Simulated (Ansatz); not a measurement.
**Field-gradient calculation of Au**

- system: Au (P6₃/mmc, 2 atoms in the cell)
- method: DFT, PBEsol, PAW with Ansatz's default frozen-core files, scalar-relativistic, no spin polarisation (Ansatz 0.2.0)

The structure derives from an entry of the Crystallography Open Database. It belongs to a series of runs on one base structure; here: equal xx and yy strain of -3 %, PAW files. Figures and captions count atoms from 1; the log counts them from 0 in places.

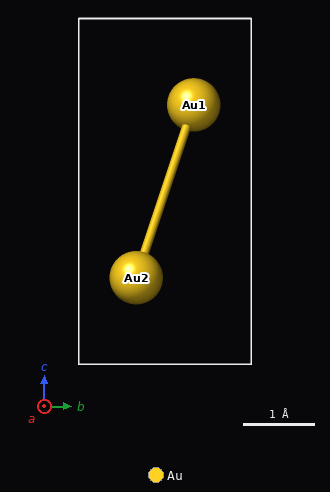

Figure 1. The structure (ball-and-stick view of the cell of the calculation, along the a axis; atoms are numbered from 1 in the order of the input).

**Key numbers**

- outcome: converged
- space group (tolerance 0.01 Å): P6₃/mmc (194)
- electrons treated: 38
- free energy: −26014.1604 eV
- Fermi energy: 21.044 eV
- pressure: 3.78 GPa
- field gradient V_zz (10²¹ V/m²): Au 2.13, Au 2.13
- largest force (length of the vector): under 0.001 eV/Å
- hardware: 1 thread of Intel Xeon (Sapphire Rapids), 64 GiB of memory available, shared host
- wall time: 4.8 s
- peak memory: 0.46 GiB

The program warns: the field gradients leave out spin–orbit coupling. Spin–orbit coupling is left out, which matters for Au.

**Input file**
```yaml
crystal:
  lattice:
    - [2.8129984581, 0.0, 0.0]
    - [-1.406499229, 2.4361281256, 0.0]
    - [0.0, 0.0, 4.88]
  atoms:
    - { symbol: Au, position: [0.3333333333, 0.6666666667, 0.75] }
    - { symbol: Au, position: [0.6666666667, 0.3333333333, 0.25] }
kpoints:
  mp_grid: { grid: [14, 14, 8] }
scf:
  occupations: { method: fermi_dirac, width: 0.03 }
hamiltonian:
  xc: pbesol
  pseudopotentials: { kind: paw }
output:
  forces: true
  stress: true
  eigenvalues: true
  efg: { contact_densities: true }
  write_density: true
  write_potential: true
  elf: true
  volumetric_format: npy
```

Command:
```bash
ansatz run input.yaml --threads 1 --pin off --max-ram 3072MiB --backend cpu --events-out ev --progress --plain --runs-dir out
```

**The program's output**
```
Au: output.efg is read without spin–orbit coupling, which moves field gradients at and beside such atoms by some per cent and up to a factor of two; PAW files take it under magnetization.noncollinear and magnetization.spin_orbit
Engine: ansatz 0.2.0, x86_64-unknown-linux-gnu
Pseudopotentials: kind: paw
Pseudopotential: Au, paw, valence charge 19, recommended cutoff 420 eV (normal), Au.paw.azcp
Functional definition: PBEsol
  exchange = pbesol_x
  correlation = pbesol_c
Crystal: 2 atoms, lattice volume = 33.442 Å³
Basis set: ecut = 420 eV, 665 PW (Γ), exchange–correlation on 40×40×72 points (8 copies of the dense FFT grid, shifted against one another)
Bands: 23, of which v1, the nominal top of the filled ones, is band 19 counted from 1 (18 counted from 0)
Symmetry: 24 space group operations
Space group: P63/mmc (ITA 194), of the structure as read, at distance tolerance 3.2e-5 Å
k-points: 120 of 1568
Non-local potential: Au, projectors of the file, l = 0: 3, l = 1: 2, l = 2: 2, l = 3: 1
PAW form: soft (Blöchl's): semilocal exchange-correlation on the pseudo side does not see the compensation charge
PAW frozen core: Au, regenerated for the run's functional, and the local potential with it (the file was generated under x = pbe(κ = 0.804, μ = 0.2195149727645171), c = pbe(β = 0.06672455060314922))
PAW one-centre angular grid: Au, 590 points (default); XC on 64 Gauss nodes
Initial density: superposition of atomic densities (neutral atoms: chi_scale 0, normalization atom), corrected by the library's trained network
Initial wavefunctions: pseudopotential atomic-orbital guess
Functional: x = pbesol(κ = 0.804, μ = 0.12345679012345678), c = pbesol(β = 0.046)
SCF iter   1: F=—  HF=-26014.164246 eV  |F-HF|=—  |Δ(HF+E_count)|=         —  Δρ=7.23e-3  dr2=1.62e-2  ethr=1.77e-3  ⟨swp⟩=4.9  Hψ=10560  notcnv=0
preconditioner: auto → Kerker (q_TF=auto, 2.787 Å⁻¹)  [metal: Δε(μ)=0.031 eV  Ē_g=11.204 eV  σ=0.030 eV  W_gap=0.24  n_scr=10 (ndim 8)  ℏωp=30.1 eV  f_vac=0.000  D(μ)=1.30/eV (n_scr^D=10)]
SCF iter   2: F=—  HF=-26014.161160 eV  |F-HF|=—  |Δ(HF+E_count)|=   3.09e-3  Δρ=3.15e-3  dr2=2.80e-3  ethr=4.26e-5  ⟨swp⟩=3.0  Hψ=5465  notcnv=0  defer=21
SCF iter   3: F=—  HF=-26014.160400 eV  |F-HF|=—  |Δ(HF+E_count)|=   7.60e-4  Δρ=7.04e-4  dr2=8.42e-5  ethr=7.37e-6  ⟨swp⟩=2.0  Hψ=3736  notcnv=0  defer=21
SCF iter   4: F=—  HF=-26014.160416 eV  |F-HF|=—  |Δ(HF+E_count)|=   1.54e-5  Δρ=1.20e-4  dr2=2.56e-6  ethr=2.22e-7  ⟨swp⟩=2.5  Hψ=4671  notcnv=0  defer=21
SCF iter   5: F=—  HF=-26014.160416 eV  |F-HF|=—  |Δ(HF+E_count)|=   3.99e-7  Δρ=2.66e-5  dr2=2.60e-7  ethr=6.75e-9  ⟨swp⟩=2.8  Hψ=5130  notcnv=0  defer=21
SCF iter   6: F=-26014.160416 eV  HF=-26014.160416 eV  |F-HF|=1.06e-9  |Δ(HF+E_count)|=   3.32e-8  Δρ=4.94e-6  dr2=6.87e-9  ethr=2.63e-10  ⟨swp⟩=7.5  Hψ=15622  notcnv=0
SCF 1 converged in 6 iterations: F = -26014.160416 eV  dr2 = 6.87e-9
  greatest PAW one-centre occupation: 1.001 electrons in one spin orbital (limit 2), on the Au atom at site 1 (counted from 0), in its partial waves of l = 0
SCF converged after 6 iterations
Free energy (F): -26014.160416 eV
Harris-Foulkes:  -26014.160416 eV  (|F-HF|=1.06e-9)
Internal energy: -26014.156806 eV  (E = F + TS)
E sigma→0 (E₀):  -26014.158611 eV
Entropy (-TS):   -0.003610 eV (-1.805 meV/atom)
Fermi energy:    21.043782 eV
--- Per-component energies (eV) ---
  E_band       = -404.191545
  E_kinetic    = 1210.281479
  E_local      = -3361.219577  (includes V_loc(G=0)·N_el)
  E_nonlocal   = 155.052264
  E_hartree    = 1434.356322
  E_xc         = -453.755770
  E_vxc        = -550.009698  (∫ρ·V_xc dr)
  E_paw        = -19131.345620  (= ΣΔE_a)
  E_vpaw       = -727.009723  (= ΣTr[D̂ρ^β])
  E_aug_tail   = 0.002796  (compensation charges beyond the density's cutoff)
  E_ewald      = -5868.147659
  E_core_change = 0.618958  (= ΣΔE_core)
  E_smearing   = -0.003610  (= −TS)
  E_closure    = -0.000000  (closes the sum)
  Σ components = -26014.160416   (vs F -26014.160416, Δ=0.00e0)
--- Forces (eV/Å), atoms counted from 1 ---
  atom   1  Au    -0.00000000     0.00000000     0.00000000
  atom   2  Au     0.00000000    -0.00000000     0.00000000
  max |Σ_I F_I| component: 1.39e-17 eV/Å
--- Stress (GPa, compression-positive) ---
        4.851209      -0.000000       0.000000
        0.000000       4.851209       0.000000
        0.000000       0.000000       1.624827
  P = ⅓ Tr σ = 3.7757 GPa (37.757 kbar)
--- PAW observables at the nuclei: V_zz in 10²¹ V/m², potentials from the cell's mean, atoms counted from 1 ---
  atom   1  Au V_zz =    +2.125344   η = 0.0000   by run symmetry: allowed
            electrostatic potential = -16463.630946 V   contact ρ = 13062114.567070 e/Å³
  atom   2  Au V_zz =    +2.125344   η = 0.0000   by run symmetry: allowed
            electrostatic potential = -16463.630946 V   contact ρ = 13062114.567070 e/Å³
--- Band table (eV; the first three rows and the last of 120) ---
  k-point 0: bands = ["-84.5960", "-84.5867", "-36.0678", "-35.9152", "-35.9152", "-35.8908", "-35.8908", "-35.8749", "10.8379", "13.2453", "15.8081", "16.2703", "16.2703", "16.5565", "16.5565", "17.5244", "17.5244", "18.7867", "18.7867", "19.4360", "23.3436", "35.6210", "36.0148"]
  k-point 1: bands = ["-84.5957", "-84.5871", "-36.0606", "-35.9143", "-35.9143", "-35.8917", "-35.8917", "-35.8823", "10.9612", "13.2298", "15.7852", "16.2529", "16.2529", "16.5257", "16.5257", "17.6034", "17.6034", "18.6973", "18.7633", "18.7633", "24.3275", "35.1097", "36.4085"]
  k-point 2: bands = ["-84.5947", "-84.5881", "-36.0399", "-35.9116", "-35.9116", "-35.9034", "-35.8943", "-35.8943", "11.3164", "13.1507", "15.7373", "16.2250", "16.2250", "16.4463", "16.4463", "17.4561", "17.8063", "17.8063", "18.6852", "18.6852", "26.3226", "34.3570", "36.4151"]
  k-point 119: bands = ["-84.5780", "-84.5780", "-36.0913", "-36.0913", "-36.0516", "-36.0516", "-35.9229", "-35.9229", "14.8560", "14.8560", "15.5178", "15.5178", "16.1977", "16.1977", "17.1876", "17.1876", "18.8493", "18.8493", "25.0685", "25.0685", "25.7102", "25.7102", "28.2456"]
```

**File rho_z.tsv**
```
# z_ang	rho[e/angstrom^3]
# format = ansatz-planar-average/11
# lattice	2.812998458	-0.000000000	0.000000000
# lattice	-1.406499229	2.436128126	0.000000000
# lattice	0.000000000	0.000000000	4.880000000
# sites	2
# site	79	0.000000000	1.624085417	3.660000000
# site	79	1.406499229	0.812042709	1.220000000
0.000000	2.305618e-1
0.135556	2.510310e-1
0.271111	3.145736e-1
0.406667	4.591879e-1
0.542222	7.347615e-1
0.677778	1.131451e0
0.813333	1.592629e0
0.948889	2.034141e0
1.084444	2.356119e0
1.220000	2.475107e0
1.355556	2.356119e0
1.491111	2.034141e0
1.626667	1.592629e0
1.762222	1.131451e0
1.897778	7.347615e-1
2.033333	4.591879e-1
2.168889	3.145736e-1
2.304444	2.510310e-1
2.440000	2.305618e-1
2.575556	2.510310e-1
2.711111	3.145736e-1
2.846667	4.591879e-1
2.982222	7.347615e-1
3.117778	1.131451e0
3.253333	1.592629e0
3.388889	2.034141e0
3.524444	2.356119e0
3.660000	2.475107e0
3.795556	2.356119e0
3.931111	2.034141e0
4.066667	1.592629e0
4.202222	1.131451e0
4.337778	7.347615e-1
4.473333	4.591879e-1
4.608889	3.145736e-1
4.744444	2.510310e-1
```

**File v_z.tsv**
```
# z_ang	v_es[eV]	v_tot[eV]
# format = ansatz-planar-average/11
# xc	pbesol
# density_cutoff_ev	1680
# datasets	Au=:simpson_from_first_knot:soft:shift=-1073664
# lattice	2.812998458	-0.000000000	0.000000000
# lattice	-1.406499229	2.436128126	0.000000000
# lattice	0.000000000	0.000000000	4.880000000
# sites	2
# site	79	0.000000000	1.624085417	3.660000000
# site	79	1.406499229	0.812042709	1.220000000
0.000000	2.185655e1	1.192091e1
0.135556	2.146263e1	1.134859e1
0.271111	2.006564e1	9.411366e0
0.406667	1.736401e1	5.835760e0
0.542222	1.371091e1	1.077238e0
0.677778	9.940263e0	-3.875893e0
0.813333	6.731032e0	-8.175502e0
0.948889	4.404194e0	-1.135971e1
1.084444	3.026059e0	-1.327586e1
1.220000	2.573403e0	-1.391033e1
1.355556	3.026059e0	-1.327586e1
1.491111	4.404194e0	-1.135971e1
1.626667	6.731032e0	-8.175502e0
1.762222	9.940263e0	-3.875893e0
1.897778	1.371091e1	1.077238e0
2.033333	1.736401e1	5.835760e0
2.168889	2.006564e1	9.411366e0
2.304444	2.146263e1	1.134859e1
2.440000	2.185655e1	1.192091e1
2.575556	2.146263e1	1.134859e1
2.711111	2.006564e1	9.411366e0
2.846667	1.736401e1	5.835760e0
2.982222	1.371091e1	1.077238e0
3.117778	9.940263e0	-3.875893e0
3.253333	6.731032e0	-8.175502e0
3.388889	4.404194e0	-1.135971e1
3.524444	3.026059e0	-1.327586e1
3.660000	2.573403e0	-1.391033e1
3.795556	3.026059e0	-1.327586e1
3.931111	4.404194e0	-1.135971e1
4.066667	6.731032e0	-8.175502e0
4.202222	9.940263e0	-3.875893e0
4.337778	1.371091e1	1.077238e0
4.473333	1.736401e1	5.835760e0
4.608889	2.006564e1	9.411366e0
4.744444	2.146263e1	1.134859e1
```

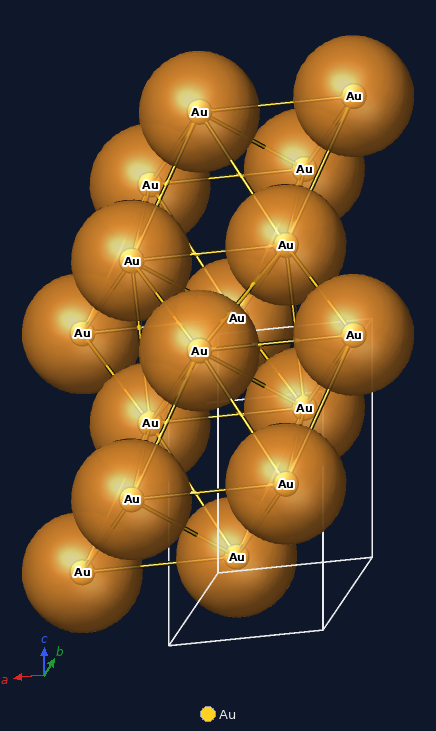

Figure 2. Isosurface of the valence pseudo-density at 0.6 e/Å³ (orange), seen at an oblique angle. Sticks mark near contacts. The outline is the cell set on symmetry axes. At this value the density breaks into separate islands; it holds about 80 % of the electrons treated as valence (semicore included). It is pinched off along the Au–Au (2.81 Å) and Au–Au (2.93 Å) contacts. On the grid the lowest density along these lines, outside the cores, is 0.33 e/Å³ (Au–Au, 2.81 Å) and 0.27 e/Å³ (Au–Au, 2.93 Å). The fields are those of the smooth PAW valence density.

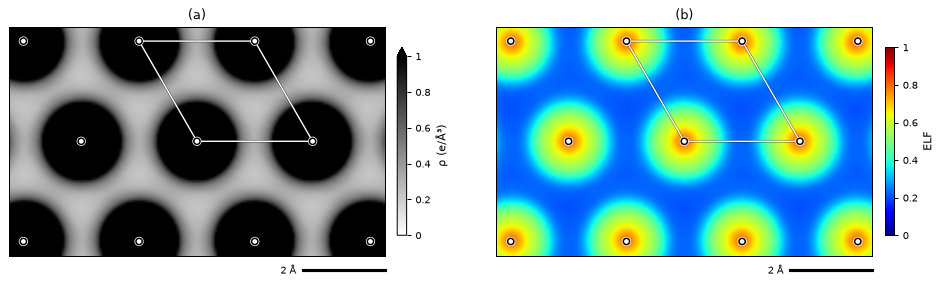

Figure 3. (a) valence electron density; (b) ELF on the (001) plane of the conventional cell. Circles mark the nuclei in the plane (Au). Atoms in the plane: Au. Au–Au (2.81 Å): the density is about 0.32 e/Å³ at the midpoint; the ELF is about 0.20 at the midpoint (no localised pair between them). Away from the nuclei the density in this plane falls to 0.23 e/Å³ at its lowest. The strong features right at Au lie inside the PAW spheres (semicore, d or f shells) and say nothing about bonding.
